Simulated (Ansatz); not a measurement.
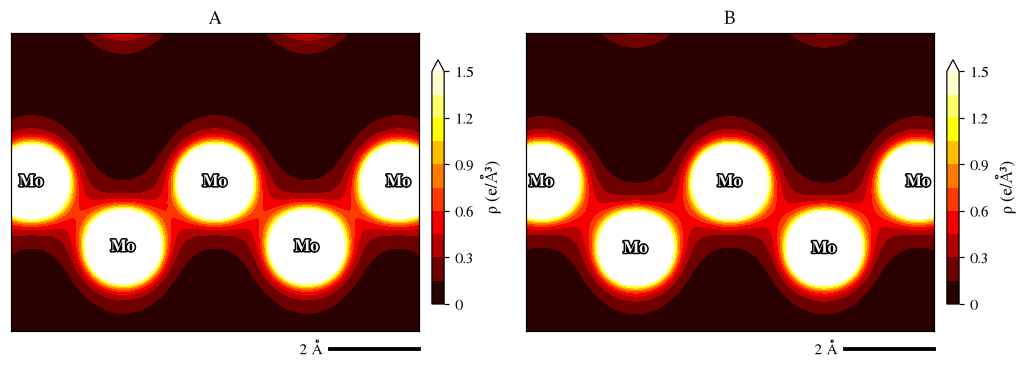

Mo. The valence charge density (pseudo) of two cells that differ in size, on the (011̄) plane of each (indices in the axes of the calculation cell), at one length scale and on one colour scale; one has 24.3 and the other 26.2 Å³ an atom.

Computed with DFT, BLYP, plane waves (420 eV) with PAW, scalar-relativistic in Ansatz.

The larger cell:

```
CELL_PARAMETERS angstrom
0.00000 2.97013 2.97013
2.97013 0.00000 2.97013
2.97013 2.97013 0.00000
ATOMIC_POSITIONS crystal
Mo 0.12500 0.12500 0.12500
Mo 0.87500 0.87500 0.87500
```

The smaller cell: a = 4.094 Å, b = 4.094 Å, c = 4.094 Å, α = 60.00°, β = 60.00°, γ = 60.00°.

Which panel shows the smaller cell, and what does the compression change?

Panel A is the smaller cell, by 7 % in volume. From the larger cell to the smaller, Mo–Mo goes from 2.57 to 2.51 Å, and the density at its midpoint from 0.55 to 0.61 e/Å³.
